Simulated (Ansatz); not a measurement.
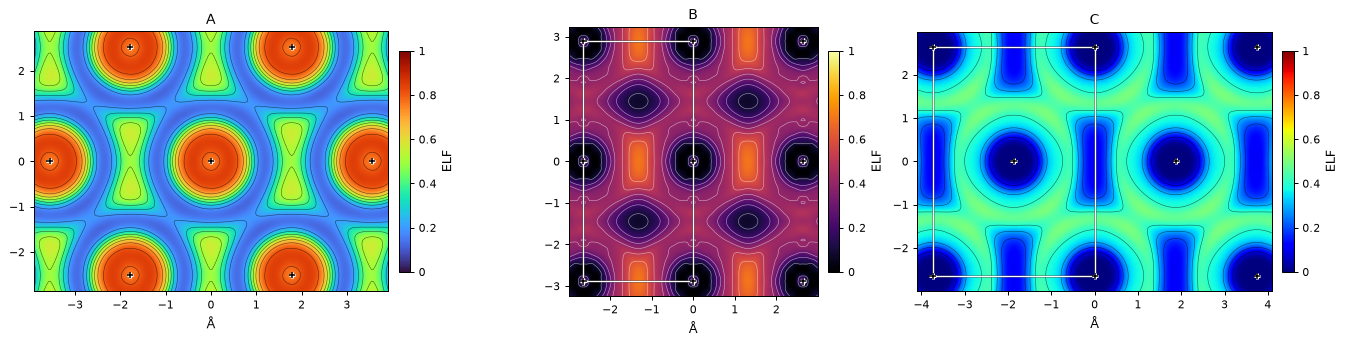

The electron localisation function of 3 systems, each on a plane through atoms (crosses mark nuclei in the plane).

All numbers below come from Ansatz 0.2.0, Kohn-Sham DFT of a periodic cell, r2SCAN, Ansatz PAW.

System 1: Sb, the (101) plane of the conventional cell. Space group Im-3m; a structure from a database of computed crystals, not necessarily the ambient phase; computed pressure about 2 GPa in this cell.

```xyz
2
Lattice="3.7427 0.0000 0.0000 0.0000 3.7427 0.0000 0.0000 0.0000 3.7427" Properties=species:S:1:pos:R:3 pbc="T T T"
Sb    0.0000    0.0000    0.0000
Sb    1.8713    1.8713    1.8713
```

System 2: Ge, the (11̄0) plane of the conventional cell. Space group Cmmm; a structure from a database of computed crystals, not necessarily the ambient phase.

System 3: Hf, the (011̄) plane of the conventional cell. Space group Im-3m.

```
CELL_PARAMETERS angstrom
3.56121 0.00000 0.00000
0.00000 3.56121 0.00000
0.00000 0.00000 3.56121
ATOMIC_POSITIONS crystal
Hf 0.00000 0.00000 0.00000
Hf 0.50000 0.50000 0.50000
```

### Which map belongs to which system?

Panel A is system 3, Hf: the plane holds Hf. Hf–Hf (3.08 Å): the ELF is about 0.20 at the midpoint; no localised pair shows between them. Panel B is system 2, Ge: the plane holds Ge. Ge–Ge (2.64 Å): the ELF peaks at about 0.70 between the atoms. Panel C is system 1, Sb: the plane holds Sb. Sb–Sb (3.24 Å): the ELF is about 0.45 at the midpoint.
